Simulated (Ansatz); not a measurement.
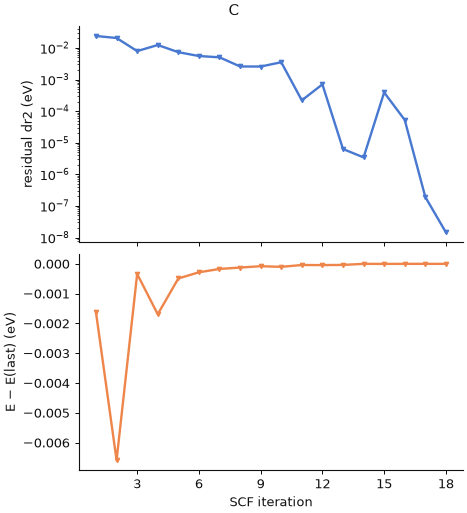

The plot shows the SCF iterations of a calculation: density residual dr2, Harris–Foulkes energy less its last value. The starting density is a sum of atomic densities corrected by a trained network.

C (12 atoms in the cell), run with Ansatz.

```
crystal:
  lattice:
    - [2.4665760576, 0.0, 0.0]
    - [-1.2332880288, 2.1361175263, 0.0]
    - [0.0, 0.0, 28.9944102644]
  atoms:
    - { symbol: C, position: [0.6666666667, 0.3333333333, 0.9633051393] }
    - { symbol: C, position: [0.6666666667, 0.3333333333, 0.4633058104] }
    - { symbol: C, position: [0.6666666667, 0.3333333333, 0.7679571587] }
    - { symbol: C, position: [0.6666666667, 0.3333333333, 0.2679571978] }
    - { symbol: C, position: [0.0, 0.0, 0.6157376581] }
    - { symbol: C, position: [0.3333333333, 0.6666666667, 0.2679571587] }
    - { symbol: C, position: [0.0, 0.0, 0.1157376581] }
    - { symbol: C, position: [0.6666666667, 0.3333333333, 0.6157370257] }
    - { symbol: C, position: [0.3333333333, 0.6666666667, 0.7679571978] }
    - { symbol: C, position: [0.3333333333, 0.6666666667, 0.1157370257] }
    - { symbol: C, position: [0.3333333333, 0.6666666667, 0.4633051393] }
    - { symbol: C, position: [0.3333333333, 0.6666666667, 0.9633058104] }
basis:
  ecutwfc: 420
kpoints:
  mp_grid: { grid: [18, 18, 2] }
hamiltonian:
  xc: pbe
scf:
  occupations: { method: gaussian, width: 0.001 }
  n_extra_bands: 8
output:
  forces: true
  eigenvalues: true
  stress: true
```

Run as:
```bash
ansatz run input.yaml --threads 4 --pin off --max-ram 12288MiB --backend cpu --events-out ev --progress --plain --runs-dir out
```

### Did the calculation converge?

It converged, after 18 iterations. The residual falls unevenly and jumps up by a factor of two or more twice on the way down, most sharply at step 15 (by a factor of about 100).
